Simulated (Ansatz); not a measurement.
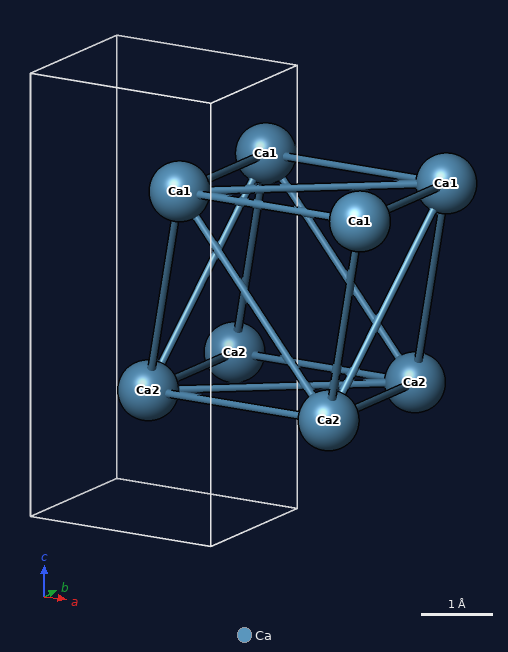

The starting point is solid Ca (set up in P6_3/mmc). A ball-and-stick model of the cell of the calculation, repeated 2 × 2 × 1 with one cell outlined, seen slightly off an axis.

These are results of Ansatz, DFT PBEsol, scalar-relativistic, plane waves, PAW, not measurements. Settings: plane-wave cutoff 420 eV; k-point mesh 12 × 12 × 8; occupations gaussian; smearing width 0.1 eV; no spin polarisation.

The variant: Biaxial strain in the a–b plane, −3.0 %, is applied. The c axis and the atoms are relaxed.

Input
```yaml
crystal:
  lattice:
    - [3.7368350943, 0.0, 0.0]
    - [-1.8684175471, 3.2361941214, 0.0]
    - [0.0, 0.0, 6.4551251176]
  atoms:
    - { symbol: Ca, position: [0.6666666667, 0.3333333333, 0.75] }
    - { symbol: Ca, position: [0.3333333333, 0.6666666667, 0.25] }
basis:
  ecutwfc: 420
kpoints:
  mp_grid: { grid: [12, 12, 8] }
hamiltonian:
  xc: pbesol
scf:
  occupations: { method: gaussian, width: 0.1 }
output:
  forces: true
  stress: true
  eigenvalues: true
relax:
  adjacent_minimum: "off"
  f_tol: 0.008
  max_steps: 40
  cell: { stress_tol: 0.05, fix: [a, b, gamma] }
```

### What is the effect?

The energy rises by 11.3 meV per atom. The pressure goes from 0.0 to 1.0 GPa. The principal stresses (compression positive) are 0.0 GPa along c and 1.5 GPa across it. The drawn cell changes as follows: a = b 3.852 → 3.737 Å (−3.0 %), c 6.341 → 6.403 Å (+1.0 %); the volume changes by −5.0 %. No atom moves by more than 0.005 Å relative to the cell. Among the bonded contacts that change: Ca–Ca 3.852 → 3.737 Å, Ca–Ca 3.873 → 3.860 Å. The space group stays P6_3/mmc (No. 194).

Drawn alike, the variant:

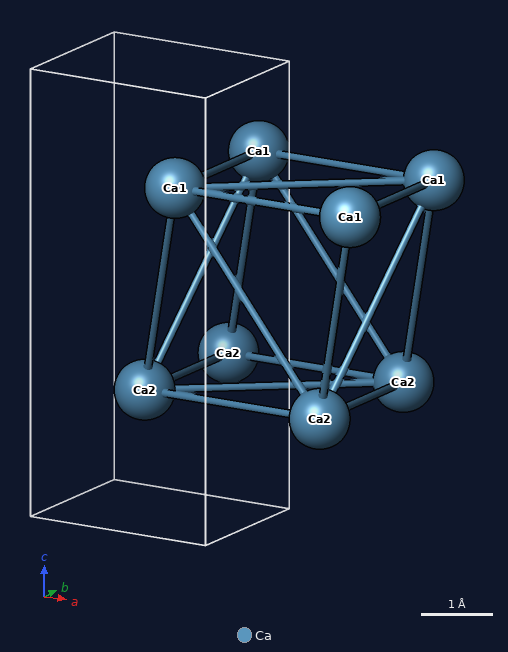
